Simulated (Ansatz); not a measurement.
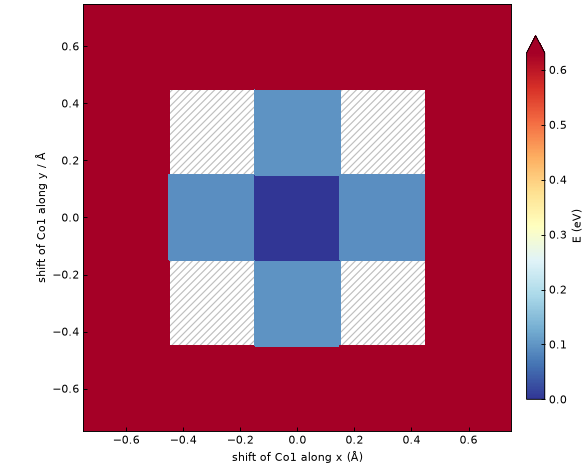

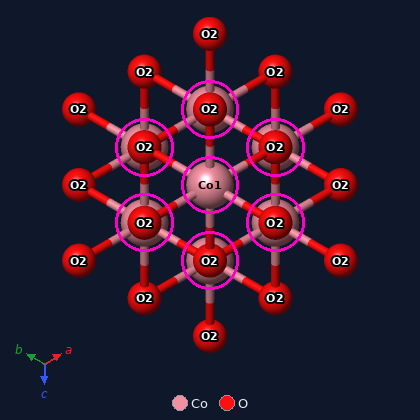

Energy landscape of CoO (R-3m, No. 166; 2 atoms in the cell). Atom Co1 is moved over a plane while all other atoms and the cell stay fixed (its periodic images move with it) (x along [1 0 0], y along [1 2 0], z along [0 0 1] of the conventional cell). The first coordinate is: shift of Co1 along x; the second: shift of Co1 along y. The grid has 5 × 5 points; 8 points were computed and 13 follow by symmetry. At 4 points there is no value. Points are written as (first, second). Energies: eV per cell, counted from the lowest grid point. The reference cell is the one listed in the database, not relaxed at this level. Theory: DFT PBE, scalar-relativistic, plane waves, PAW in Ansatz 0.2.0. Settings: cutoff 420 eV, k-mesh 18×18×18, gaussian smearing 0.15 eV, spin-polarised.

Drawn: one coloured cell a grid point, one colour for all values above the top of the scale, hatched blanks where no value was computed. The second picture is the structure at the lowest point

Summarise what can be read from the map.

Answer. The lowest grid point is at (0.0 Å, 0.0 Å). No other kind of well shows on this grid. The highest grid point, (−0.6 Å, −0.6 Å), lies 1.45 eV above the lowest. Near the minimum the curvatures are about 0.89 and 1.1 eV/Å² along the soft and the stiff direction.

The values on the grid:

```csv
"shift of Co1 along y ↓, shift of Co1 along x →",−0.6,−0.3,0.0,0.3,0.6
0.6,1.45,0.80,0.64,0.80,1.45
0.3,0.87,–,0.10,–,0.87
0.0,0.68,0.09,0.00,0.09,0.68
−0.3,0.87,–,0.10,–,0.87
−0.6,1.45,0.80,0.64,0.80,1.45
```
